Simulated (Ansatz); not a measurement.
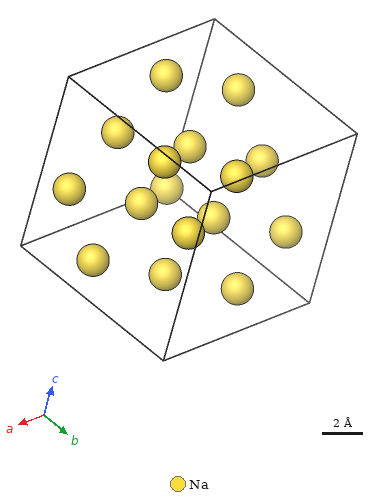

Starting frame of a dynamics run of a 16-atom cell of Na (set up in I4/mmm). Style: spheres-only. Shown: the simulation cell, from a free direction.

The calculation used Ansatz, DFT PBEsol, scalar-relativistic, plane waves, PAW.

The input:
```yaml
crystal:
  lattice:
    - [-7.7013031905, 0.0, 5.3780022384]
    - [7.7013031905, 0.0, 5.3780022384]
    - [0.0, 7.7013031905, -5.3780022384]
  atoms:
    - { symbol: Na, position: [0.0, 0.0, 0.0] }
    - { symbol: Na, position: [0.75, 0.0, 0.25] }
    - { symbol: Na, position: [0.5, 0.0, 0.5] }
    - { symbol: Na, position: [0.25, 0.0, 0.75] }
    - { symbol: Na, position: [0.75, 0.25, 0.0] }
    - { symbol: Na, position: [0.5, 0.25, 0.25] }
    - { symbol: Na, position: [0.25, 0.25, 0.5] }
    - { symbol: Na, position: [0.0, 0.25, 0.75] }
    - { symbol: Na, position: [0.5, 0.5, 0.0] }
    - { symbol: Na, position: [0.25, 0.5, 0.25] }
    - { symbol: Na, position: [0.0, 0.5, 0.5] }
    - { symbol: Na, position: [0.25, 0.75, 0.0] }
    - { symbol: Na, position: [0.0, 0.75, 0.25] }
    - { symbol: Na, position: [0.75, 0.5, 0.75] }
    - { symbol: Na, position: [0.75, 0.75, 0.5] }
    - { symbol: Na, position: [0.5, 0.75, 0.75] }
basis:
  ecutwfc: 420
kpoints:
  mp_grid: { grid: [2, 2, 2], shift: [0.5, 0.5, 0.5] }
hamiltonian:
  xc: pbesol
scf:
  occupations: { method: fermi_dirac, width: 0.1551 }
  lower_state_search: "off"
  convergence: { dr2_threshold: 1.0e-07 }
output:
  forces: true
  stress: true
md:
  timestep: 6.0
  n_steps: 48
  ensemble: npt_langevin
  temperature: 1800.0
  initial_velocities: maxwell_boltzmann
  seed: 6329
  friction: 0.02
  pressure: 2.0
```

Command:
```bash
ansatz run input.yaml --threads 4 --pin off --max-ram 5120MiB --backend cpu --events-out ev --progress --plain --runs-dir out
```

> Predict how the run goes.

Over the second half the temperature averages 1578 K (spread ±331 K). The potential energy is still drifting at the end, so the run hasn't reached equilibrium. The potential energy in the second half lies on average 169 meV per atom above the first frame. The mean pressure there is 1.1 GPa. The volume ends −0.2 % from the start. Root-mean-square distances from the starting positions over the second half, with the common drift of all atoms taken out: Na 0.89 Å. Against the typical shortest distance between atoms in the first frame, about 3.8 Å these are large excursions, but over 288 fs one can't yet tell strong vibration from the start of diffusion. The time step of 6 fs is long for the fastest vibrations here (lightest element sodium).

Along the run (each row but the first and the last is the mean over the interval that it begins):

| time (fs) | potential energy (meV/atom) | T (K) | p (GPa) |
| --- | --- | --- | --- |
| 0.0 | 0.0 | 1688 | 0.1 |
| 48.0 | 101.9 | 1529 | 0.8 |
| 96.0 | 171.1 | 1683 | 1.3 |
| 144.0 | 219.0 | 1280 | 1.4 |
| 192.0 | 164.7 | 1800 | 1.1 |
| 240.0 | 128.7 | 1655 | 0.9 |
| 288.0 | 132.1 | 1580 | 1.0 |

The paths of the atoms:

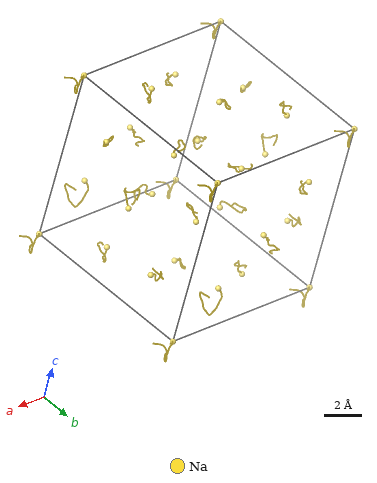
